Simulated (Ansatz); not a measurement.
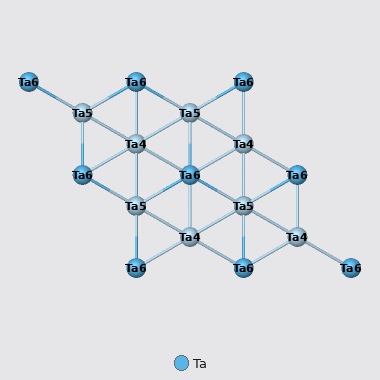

The system is Si on a Ta(111) slab cut from the Im-3m phase, its upper half relaxed before the scan (6 atoms of substrate and one adsorbate in a 1 × 1 cell); the picture shows it without the atoms that are moved over the map. 
- Si is moved over the surface cell; relaxed at each place: the height of the adsorbate's atoms; substrate rigid; the origin of the map has the adsorbate above Ta6.
- Places are given modulo a cell vector. The map is drawn in real space over the plane of the surface.
- The grid has 9 × 9 points; 19 points were computed and 62 follow by symmetry.
- Energies: eV, counted from the lowest grid point.
- With one adsorbate in each 1 × 1 cell, its nearest image is 4.7 Å away, so neighbouring adsorbates interact.
- All numbers below come from DFT PBE, scalar-relativistic, plane waves, PAW in Ansatz 0.2.0. Settings: cutoff 420 eV, k-mesh 6×6×1, gaussian smearing 0.1 eV, no spin polarisation.

Range: position of Si7 along the first surface vector from 0.000 to 0.889; position of Si7 along the second surface vector from 0.000 to 0.889.

What will the energy surface look like?

Answer. The lowest grid point is at a threefold hollow over a third-layer Ta atom, (6/9, 3/9) of the cell vectors. The highest grid point, the top site over a surface Ta atom, (0/9, 0/9) of the cell vectors, lies 3.36 eV above the lowest. On the interpolated surface the easiest way out of the lowest well to its copy in the next cell or period passes a barrier of about 1.4 eV. At the lowest point the adsorbate has 1 Ta at 2.54 Å as nearest neighbours, at the highest 1 Ta at 2.53 Å. Its relaxed height above the top atom is 0.85 Å at the lowest and 2.53 Å at the highest point.

| second ↓, first → | 0/9 | 1/9 | 2/9 | 3/9 | 4/9 | 5/9 | 6/9 | 7/9 | 8/9 |
| --- | --- | --- | --- | --- | --- | --- | --- | --- | --- |
| 8/9 | 3.25 | 3.01 | 2.49 | 1.49 | 1.06 | 1.49 | 2.49 | 3.01 | 3.25 |
| 7/9 | 2.90 | 2.49 | 1.70 | 1.32 | 1.32 | 1.70 | 2.49 | 2.90 | 3.03 |
| 6/9 | 2.18 | 1.49 | 1.32 | 1.39 | 1.32 | 1.49 | 2.18 | 2.53 | 2.53 |
| 5/9 | 0.89 | 1.06 | 1.32 | 1.32 | 1.06 | 0.89 | 1.31 | 1.59 | 1.31 |
| 4/9 | 0.89 | 1.49 | 1.70 | 1.49 | 0.89 | 0.30 | 0.22 | 0.22 | 0.30 |
| 3/9 | 2.18 | 2.49 | 2.49 | 2.18 | 1.31 | 0.22 | 0.00 | 0.22 | 1.31 |
| 2/9 | 2.90 | 3.01 | 2.90 | 2.53 | 1.59 | 0.22 | 0.22 | 1.59 | 2.53 |
| 1/9 | 3.25 | 3.25 | 3.03 | 2.53 | 1.31 | 0.30 | 1.31 | 2.53 | 3.03 |
| 0/9 | 3.36 | 3.25 | 2.90 | 2.18 | 0.89 | 0.89 | 2.18 | 2.90 | 3.25 |

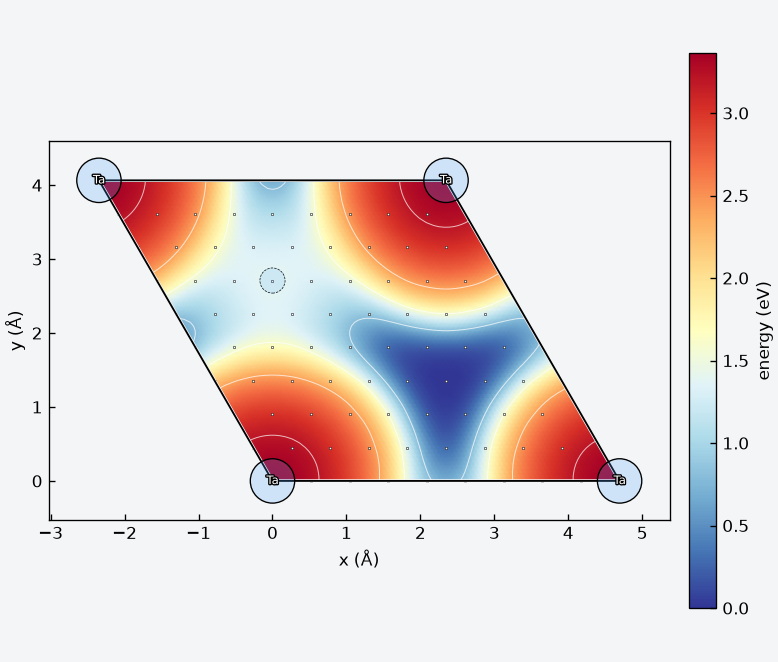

Drawn: a smooth colour map with a few white contour lines, dots at the grid points, labelled circles for the atoms of the top layer and small ones for the second layer, the outline of one cell of the plane. Between grid points the surface is interpolated.

The whole map (19 points run) took 59 min on 1 thread of Arm Neoverse N1, with other jobs on the host.

PAW datasets: the set soft_1.
